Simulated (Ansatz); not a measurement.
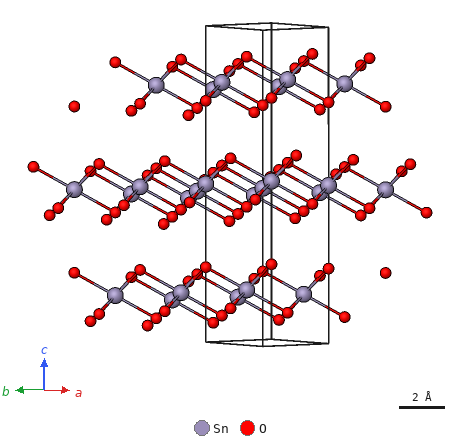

Crystalline SnO2 (set up in R-3m), before the relaxation. A ball-and-stick model of the conventional cell (3 times the calculation's cell), repeated 2 × 3 × 1 with one cell outlined, seen from a free direction. Lengths and directions refer to the drawn axes.

The run lets cell and atoms move.

The calculation used Ansatz 0.2.0, Kohn-Sham DFT of a periodic cell, PBE0, Ansatz PAW.

Input file:
```yaml
crystal:
  lattice:
    - [1.6170930752, 0.9336291223, 4.800592584]
    - [-1.6170930752, 0.9336291223, 4.800592584]
    - [0.0, -1.8672582446, 4.800592584]
  atoms:
    - { symbol: Sn, position: [0.5, 0.5, 0.5] }
    - { symbol: O, position: [0.76283, 0.76283, 0.76283] }
    - { symbol: O, position: [0.23717, 0.23717, 0.23717] }
hamiltonian:
  xc: pbe0
  pseudopotentials: { kind: paw }
kpoints:
  mp_grid: { grid: [6, 6, 6] }
scf:
  occupations: { method: fermi_dirac, width: 0.05 }
output:
  forces: true
  stress: true
  eigenvalues: true
relax:
  f_tol: 0.01
  max_steps: 40
  cell: { stress_tol: 0.05 }
```

Command:
```bash
ansatz run input.yaml --threads 2 --pin off --max-ram 5632MiB --backend cpu --events-out ev --progress --plain --runs-dir out
```

> Predict the outcome.

The largest moves relative to the cell, 0.025 Å, are those of O atoms. Sn stays in place. The drawn cell changes as follows: a = b 3.234 → 3.191 Å (−1.3 %), c 14.402 → 14.177 Å (−1.6 %); the volume changes by −4.2 %. Among the contacts that change: O–Sn 2.125 → 2.084 Å. The space group stays R-3m (No. 166). Over 7 accepted moves (10 points after the start) the energy falls by 24.9 meV per atom. The largest force component goes from 0.89 to 0.00023 eV/Å. Pressure: −8.76 GPa at the start and −0.01 GPa at the end. At 3 points the geometry stayed and the basis and grid were re-selected for the new cell (energy shift of 1.4 meV per atom at most each time).

History of the run:

```json
{"step": "0", "E − E(0), meV/atom": "0.00", "largest force component, eV/Å": "0.8944", "pressure, GPa": "-8.76", "volume, Å³/atom": "14.496", "note": ""}
{"step": "1", "E − E(0), meV/atom": "-25.68", "largest force component, eV/Å": "0.1025", "pressure, GPa": "0.14", "volume, Å³/atom": "14.099", "note": ""}
{"step": "2", "E − E(0), meV/atom": "-26.31", "largest force component, eV/Å": "0.0335", "pressure, GPa": "0.25", "volume, Å³/atom": "13.980", "note": ""}
{"step": "3", "E − E(0), meV/atom": "-26.23", "largest force component, eV/Å": "0.0018", "pressure, GPa": "-0.03", "volume, Å³/atom": "14.034", "note": ""}
{"step": "4", "E − E(0), meV/atom": "-24.85", "largest force component, eV/Å": "0.0018", "pressure, GPa": "-0.18", "volume, Å³/atom": "14.034", "note": "same geometry, new basis"}
{"step": "5", "E − E(0), meV/atom": "-25.05", "largest force component, eV/Å": "0.0002", "pressure, GPa": "-0.02", "volume, Å³/atom": "13.989", "note": ""}
{"step": "6", "E − E(0), meV/atom": "-25.22", "largest force component, eV/Å": "0.0001", "pressure, GPa": "0.03", "volume, Å³/atom": "13.944", "note": ""}
{"step": "7", "E − E(0), meV/atom": "-25.27", "largest force component, eV/Å": "0.0001", "pressure, GPa": "0.00", "volume, Å³/atom": "13.932", "note": ""}
{"step": "8", "E − E(0), meV/atom": "-24.92", "largest force component, eV/Å": "0.0002", "pressure, GPa": "-0.02", "volume, Å³/atom": "13.932", "note": "same geometry, new basis"}
{"step": "9", "E − E(0), meV/atom": "-25.10", "largest force component, eV/Å": "0.0000", "pressure, GPa": "-0.01", "volume, Å³/atom": "13.887", "note": ""}
{"step": "10", "E − E(0), meV/atom": "-24.93", "largest force component, eV/Å": "0.0002", "pressure, GPa": "-0.01", "volume, Å³/atom": "13.887", "note": "same geometry, new basis"}
```

After the run, drawn alike:

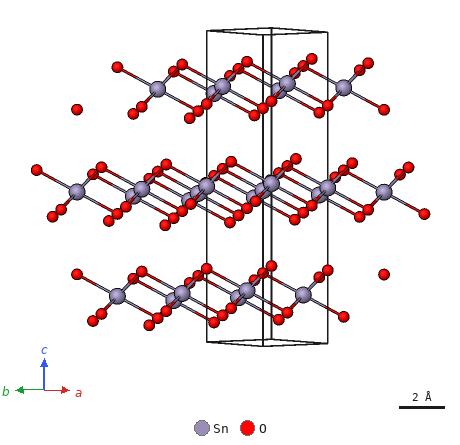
